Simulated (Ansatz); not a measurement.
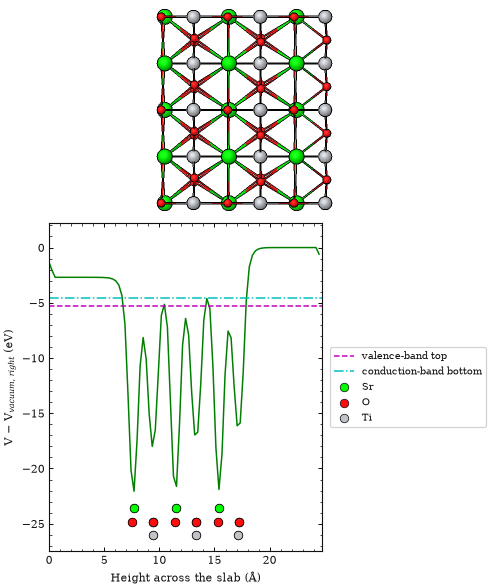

Plane-averaged electrostatic potential energy of an electron across the slab; circles at the bottom mark the heights of the atoms (positions after relaxation). The structure is drawn too.

System: a (001) slab cut from SrTiO3 (I4/mcm), ended by TiO₂ above and SrO below, 30 atoms in the cell; a = 5.49 Å, b = 5.49 Å, c = 24.76 Å, α = 90.00°, β = 90.00°, γ = 90.00°.

Computed with Ansatz: DFT PBEsol, scalar-relativistic, plane waves, PAW, no spin polarisation, 5×5×1 k mesh, 420 eV cutoff.

What are the ionisation potential and the electron affinity of the slab?

From the vacuum level at the right face the ionisation potential is 5.33 eV and the electron affinity 4.60 eV; at the left face they are 2.64 and 1.91 eV. The slab's gap, their difference before rounding, is 0.73 eV.

How thick are slab and vacuum?

The outermost atoms are 9.7 Å apart, which leaves 15.0 Å of vacuum in a cell 24.8 Å high.
